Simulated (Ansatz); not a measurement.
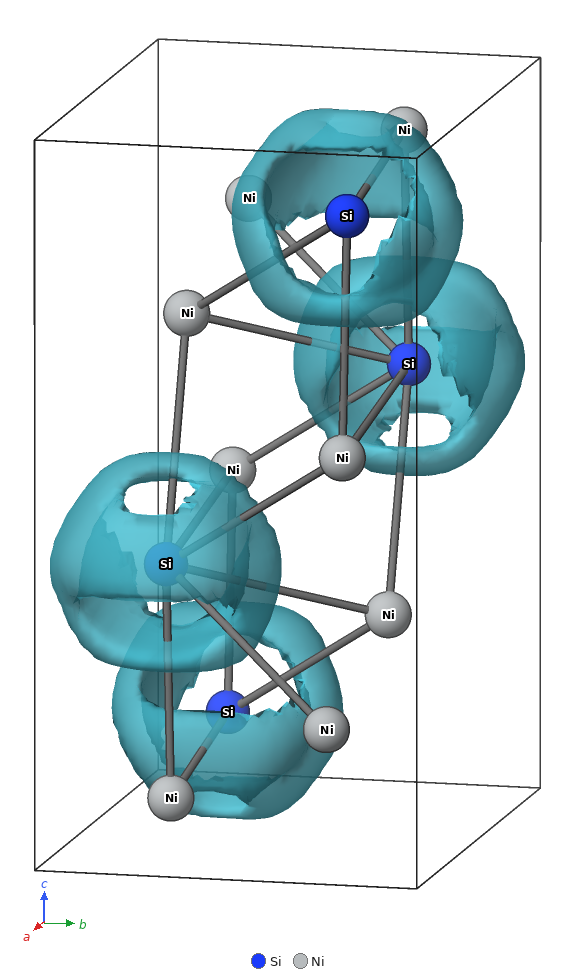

The picture shows: SiNi₂. Isosurface of the ELF at 0.6 (cyan), seen slightly off an axis. Core shells and regions of very low density are left out. Sticks mark near contacts.

Space group Pnma; computed without spin polarisation.

Method: DFT r2SCAN, scalar-relativistic, plane waves, PAW (Ansatz).

In a PAW calculation such maps are meaningful between the atoms, not at the nuclei.

Input

```
crystal:
  lattice:
    - [4.99, 0.0, 0.0]
    - [0.0, 3.72, 0.0]
    - [0.0, 0.0, 7.03]
  atoms:
    - { symbol: Si, position: [0.286, 0.75, 0.614] }
    - { symbol: Si, position: [0.714, 0.25, 0.386] }
    - { symbol: Si, position: [0.214, 0.25, 0.114] }
    - { symbol: Si, position: [0.786, 0.75, 0.886] }
    - { symbol: Ni, position: [0.958, 0.75, 0.203] }
    - { symbol: Ni, position: [0.042, 0.25, 0.797] }
    - { symbol: Ni, position: [0.542, 0.25, 0.703] }
    - { symbol: Ni, position: [0.458, 0.75, 0.297] }
    - { symbol: Ni, position: [0.825, 0.75, 0.563] }
    - { symbol: Ni, position: [0.175, 0.25, 0.437] }
    - { symbol: Ni, position: [0.675, 0.25, 0.063] }
    - { symbol: Ni, position: [0.325, 0.75, 0.937] }
scf:
  occupations: { method: gaussian, width: 0.1 }
output:
  forces: true
  stress: true
  eigenvalues: true
  write_density: true
  write_potential: true
  elf: true
  volumetric_format: npy
kpoints:
  mp_grid: { grid: [10, 12, 6] }
hamiltonian:
  xc: r2scan
relax:
  f_tol: 0.003
  max_steps: 60
  cell: { stress_tol: 0.02 }
```

Run with:

```sh
ansatz run input.yaml --threads 8 --pin off --max-ram 24576MiB --backend cpu --events-out ev --progress --plain --runs-dir out
```

Below, planes, directions and counts refer to the conventional cell (a = 4.93 Å, b = 3.70 Å, c = 7.01 Å, α = 90.00°, β = 90.00°, γ = 90.00°).

The fields are those of the relaxed geometry.

Identify the bonds, lone pairs and shells in this picture.

Answer. The ELF exceeds this value in four regions wrapped around Si (the valence shell of each), counted in one cell of 12 atoms. Regions shared between cells count once.

Values along the shortest contacts:
Si–Ni (2.29 Å): the ELF peaks at about 0.70 in the valence shell of Si, 0.9 Å from its nucleus, and is about 0.50 at the midpoint. Si–Ni (2.39 Å): the ELF peaks at about 0.65 in the valence shell of Si, 0.9 Å from its nucleus, and is about 0.45 at the midpoint.
